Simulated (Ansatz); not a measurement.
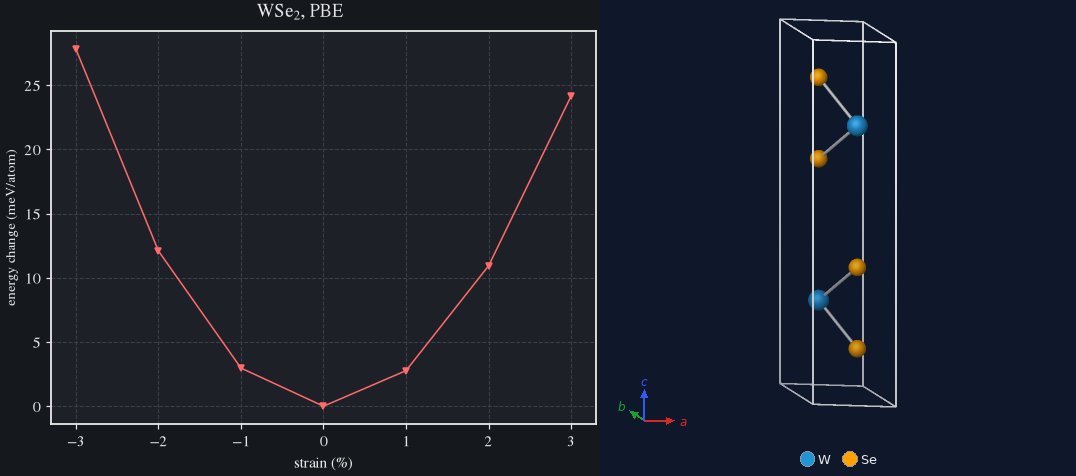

The picture above shows the energy change against strain for WSe₂, space group P6_3/mmc (No. 194). The cell is drawn beside the plot.

Cell as given: a = 3.321 Å, b = 3.321 Å, c = 15.044 Å, α = 90.00°, β = 90.00°, γ = 120.00°; 6 atoms.

Method: energy, stress and cell of a relaxed crystal along a series of strains, atoms and what the cell freedom names relaxed within the symmetry; plane waves with PAW datasets, Γ-centred k mesh; energies extrapolated to zero smearing (Ansatz 0.2.0). Level: PBE, no spin polarisation.

- wave cutoff: 420 eV
- k mesh: 12×12×2
- occupations: Gaussian
- smearing width: 0.02 eV
- strain kind: isotropic
- cell freedom: cell held, all vectors scaled

The numbers behind the figure:

| strain (%) | energy change (meV/atom) |
| --- | --- |
| −3 | 27.81 |
| −2 | 12.09 |
| −1 | 2.97 |
| 0 | 0.00 |
| 1 | 2.77 |
| 2 | 10.93 |
| 3 | 24.15 |

Caveats: weakly bound, no dispersion correction.
